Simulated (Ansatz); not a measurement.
A structure file:

```
Ag
1.0
     2.89484    0.00000    0.00000
    -1.44742    2.50701    0.00000
     0.00000    0.00000    4.63330
Ag
2
Direct
  0.33333 0.66667 0.25000
  0.66667 0.33333 0.75000
```

Question: Before looking at a picture, describe the arrangement of atoms.

Answer: The element is silver. Symmetry: P6_3/mmc (No. 194), primitive hexagonal lattice. The arrangement is known as hexagonal close-packed (Mg type). The cell holds two atoms. Around each Ag lie twelve Ag in an anticuboctahedral arrangement at 2.86 to 2.89 Å. The bonds build a three-dimensional framework.

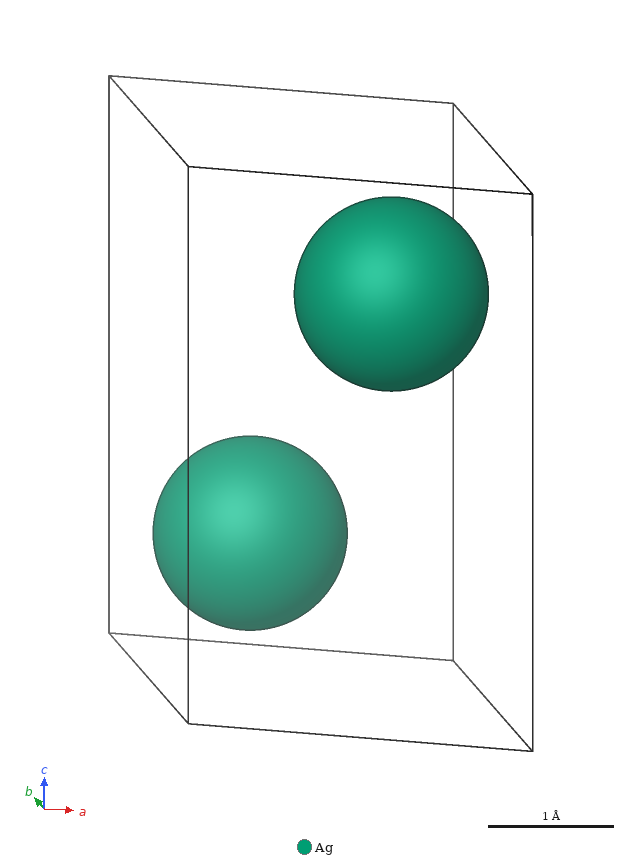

Structure drawing (spheres-only), viewed slightly off an axis. The edges of the conventional unit cell are marked.

The structure was taken from a structure listed in the Materials Project. The geometry comes from a coarse first relaxation with Ansatz, DFT PBEsol, scalar-relativistic, plane waves, PAW.
